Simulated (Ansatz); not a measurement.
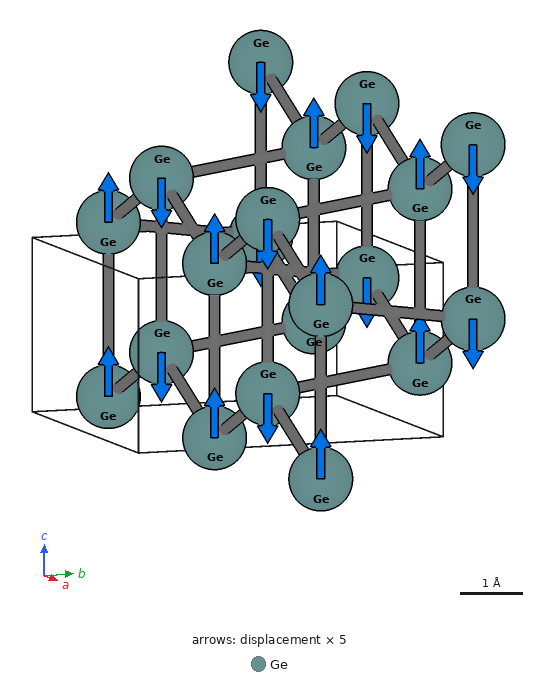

This is a relaxation of crystalline Ge (set up in Imma). The starting structure is drawn; blue arrows show the displacements (the part carried along by the change of the cell is left out), 5 times their true length.

The picture is a ball-and-stick view of the conventional cell (2 times the calculation's cell), repeated 2 × 1 × 2 with one cell outlined, seen slightly off an axis. Lengths and directions refer to the drawn axes.

The run lets cell and atoms move.

Theory: Ansatz, Kohn-Sham DFT of a periodic cell, PBEsol, Ansatz PAW.

The input:
```yaml
crystal:
  lattice:
    - [-2.495898, 2.650863, 1.436947]
    - [2.495898, -2.650863, 1.436947]
    - [2.495898, 2.650863, -1.436947]
  atoms:
    - { symbol: Ge, position: [0.314057, 0.064057, 0.25] }
    - { symbol: Ge, position: [0.685943, 0.935943, 0.75] }
hamiltonian:
  xc: pbesol
  pseudopotentials: { kind: paw }
kpoints:
  mp_grid: { grid: [11, 11, 11] }
scf:
  occupations: { method: fermi_dirac, width: 0.05 }
output:
  forces: true
  stress: true
  eigenvalues: true
relax:
  f_tol: 0.01
  max_steps: 40
  cell: { stress_tol: 0.05 }
```

Run as
```bash
ansatz run input.yaml --threads 2 --pin off --max-ram 5632MiB --backend cpu --events-out ev --progress --plain --runs-dir out
```

### What happened in the run?

Over 5 accepted moves (6 points after the start) the energy falls by 14.1 meV per atom. The largest force component goes from 0.059 to 0.0006 eV/Å. The pressure goes from −2.49 to 0.02 GPa. At 1 point the geometry stayed and the basis and grid were re-selected for the new cell (energy shift of 0.1 meV per atom at most each time). The largest moves relative to the cell, 0.17 Å, are those of Ge atoms. The volume changes by −3.4 %, with a 4.992 → 5.140 Å (+3.0 %), b 5.302 → 5.142 Å (−3.0 %), c 2.874 → 2.781 Å (−3.2 %). Some distances before and after: Ge–Ge 2.874 → 2.781 Å, Ge–Ge 2.715 → 2.663 Å, Ge–Ge 2.676 → 2.663 Å. Among the angles between lasting bonds that change: Ge–Ge–Ge 133.6° → 149.6°, Ge–Ge–Ge 164.2° → 149.9°, Ge–Ge–Ge 113.2° → 105.2°. The space group (tolerance 0.01 Å) goes from Imma (No. 74) to I4_1/amd (No. 141).
